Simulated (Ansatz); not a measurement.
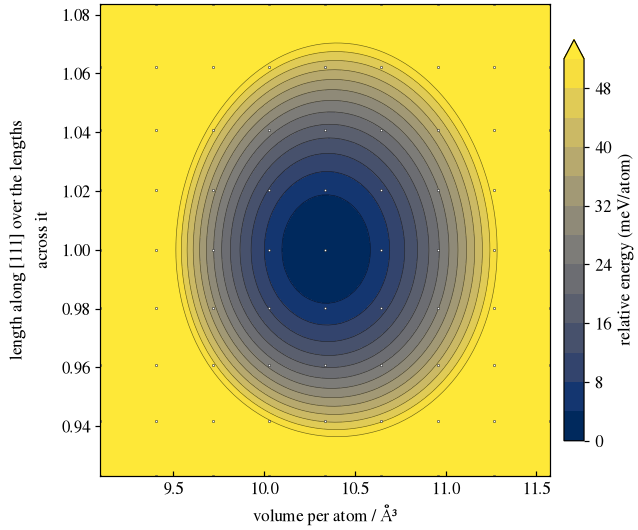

SiC (F-43m, No. 216; 2 atoms in the cell). The energy is mapped over volume and the cell's shape. Coordinates scanned: (1) volume per atom; (2) length along [111] over the lengths across it, relative to the cubic cell. Nothing is relaxed (fractional coordinates fixed). The scan uses a 9 × 9 grid. Points are written as (first, second). All energies are given in meV/atom relative to the lowest grid point. The calculation used DFT PBEsol, scalar-relativistic, plane waves, PAW (Ansatz 0.2.0). Settings: cutoff 520 eV, k-mesh 12×12×12, gaussian smearing 0.05 eV, no spin polarisation.

The picture shows filled contours, dots at the grid points, one colour for all values above the top of the scale. Between grid points the surface is interpolated.

Question: Estimate the position of the minimum and the force constants in these coordinates.

Answer: The interpolated minimum is at volume per atom ≈ 10.34 Å³, the second coordinate ≈ 1.000. The curvatures there are about 0.27 eV/(Å³)² and 47 eV, with a cross term of about 0 eV/Å³ (per cell of 2 atoms). Round the minimum the two coordinates are nearly uncoupled.

PAW datasets: the set soft_1.
